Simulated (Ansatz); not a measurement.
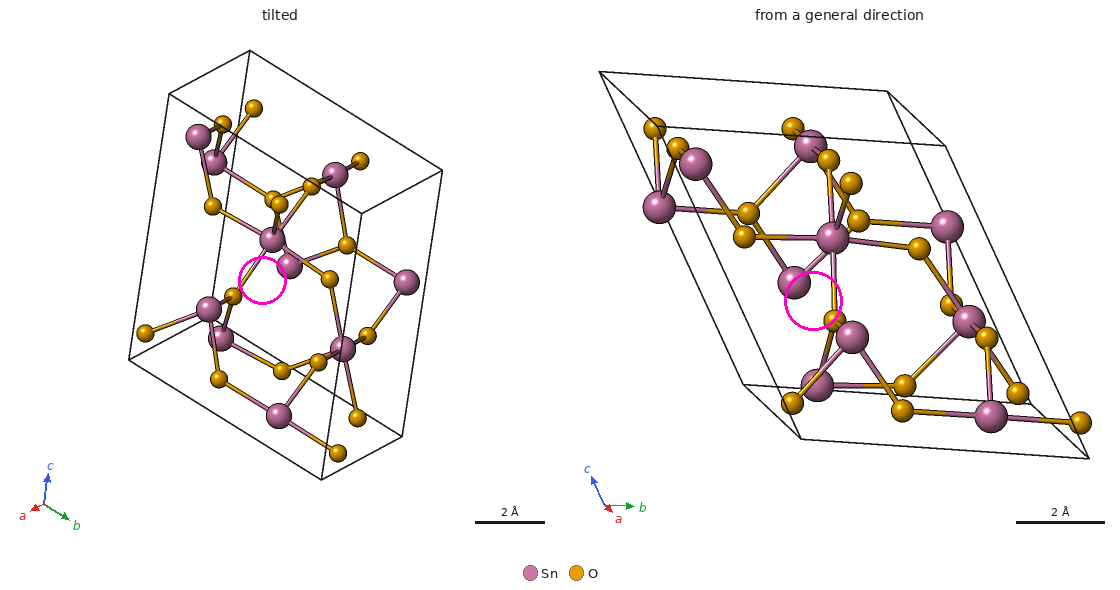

Ball-and-stick drawing of the structure, looking slightly off an axis and from a general direction. The wireframe shows the supercell. The host is SnO₂, in a cell of 24 sites, and the cell carries a charge of +1. A ring marks the defect's site.

**Which defect is modelled here, and what are its neighbours?**

An oxygen vacancy. Around the empty site lie three Sn and one O at about 2.2 to 2.5 Å.

The calculation used Ansatz, DFT PBEsol, scalar-relativistic, plane waves, PAW, with a basis cut at 420 eV, Brillouin-zone sampling on a 3×3×3 mesh, Gaussian smearing of 0.02 eV, collinear spins.

**Does a spin moment come with the defect?**

Yes, 0.2 μB in the cell.

The atoms were relaxed in the host's cell with DFT PBEsol, scalar-relativistic, plane waves, PAW (Ansatz 0.2.0).
